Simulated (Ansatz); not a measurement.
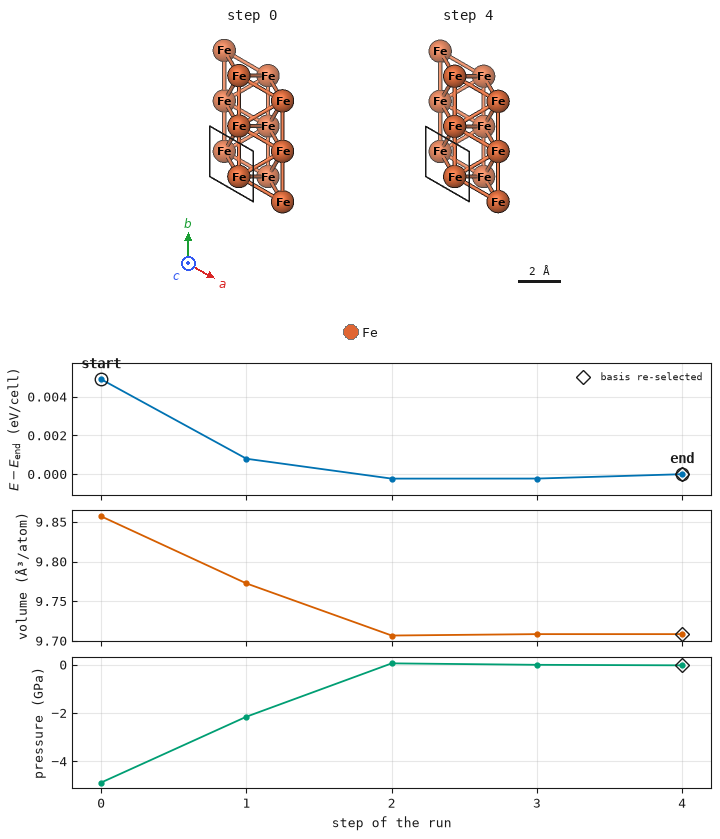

First and last geometry of a relaxation of a crystal of Fe (set up in P6_3/mmc), with the history of the run. A ball-and-stick model of the cell of the calculation, repeated 2 × 3 × 1 with one cell outlined, seen along the c axis.

The run lets cell and atoms move.

Method: Kohn-Sham DFT of a periodic cell, PBEsol with D4, Ansatz PAW (Ansatz 0.2.0).

The input:
```yaml
crystal:
  lattice:
    - [2.4341575853, 0.0, 0.0]
    - [-1.2170787927, 2.1080423057, 0.0]
    - [0.0, 0.0, 3.84193447]
  atoms:
    - { symbol: Fe, position: [0.6666666667, 0.3333333333, 0.75], spin: 3.0 }
    - { symbol: Fe, position: [0.3333333333, 0.6666666667, 0.25], spin: 3.0 }
hamiltonian:
  xc: pbesol
  pseudopotentials: { kind: paw }
  dispersion: d4
magnetization:
  spin_polarized: true
kpoints:
  mp_grid: { grid: [12, 12, 7] }
scf:
  occupations: { method: fermi_dirac, width: 0.05 }
output:
  forces: true
  stress: true
  eigenvalues: true
relax:
  f_tol: 0.01
  max_steps: 40
  cell: { stress_tol: 0.05 }
```

Run as
```bash
ansatz run input.yaml --threads 2 --pin off --max-ram 5632MiB --backend cpu --events-out ev --progress --plain --runs-dir out
```

### What do the curves and the structures tell?

It converged. After 3 accepted moves (4 points after the start) the energy has fallen by 4.9 meV per cell of the calculation. All forces vanish by symmetry, so only the cell relaxes. Pressure: −4.87 GPa at the start and −0.02 GPa at the end. At 1 point the geometry stayed and the basis and grid were re-selected for the new cell (energy shift of 0.2 meV per cell of the calculation at most each time). The atoms keep their places relative to the cell (all moves are under 0.005 Å). The drawn cell changes as follows: a = b 2.434 → 2.419 Å (−0.6 %), c 3.842 → 3.833 Å (−0.2 %); the volume changes by −1.5 %. Near-neighbour distances that change, for instance: Fe–Fe 2.434 → 2.419 Å, Fe–Fe 2.380 → 2.371 Å. The space group stays P6_3/mmc (No. 194). The program noted that the starting moments weren't kept.

Limits of the set-up: only the magnetic order of this start and cell was tried (total moment 0.0 μB per cell).
